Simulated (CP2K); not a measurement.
V

```xyz
1
Lattice="0.7982 -2.4690 0.0000 0.9295 1.2082 -2.1114 0.9371 1.2608 2.1114" Properties=species:S:1:pos:R:3 pbc="T T T"
V     0.0000    0.0000    0.0000
```

Space group P-1; changed on purpose from its base cell (cell strained at random at fixed volume); computed pressure about −11 GPa in this cell; spin-polarised, but the moments vanished.

All numbers below come from Kohn-Sham DFT of a periodic cell, PBEsol, GTH-PBE with UZH-TZVP basis (CP2K 2026.2).

> Predict the electron localisation function of the up spins between the atoms.

V–V (2.59 Å): the ELF is about 0.10 at the midpoint.

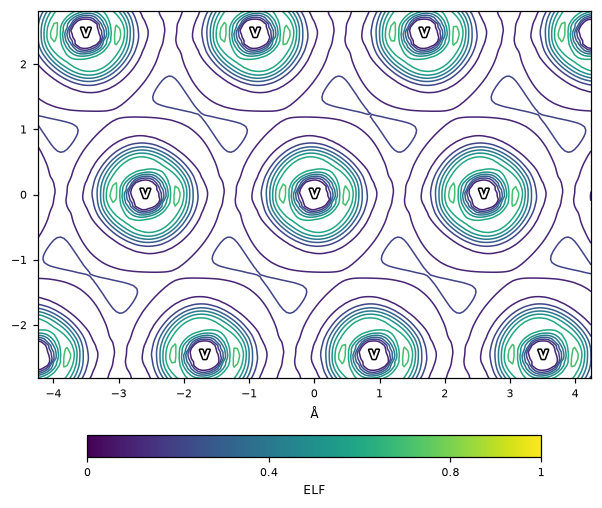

Computed electron localisation function of the up spins on the (010) plane of the conventional cell. 

Core electrons are replaced by pseudopotentials, and the valence fields are smoothed inside the atomic spheres.
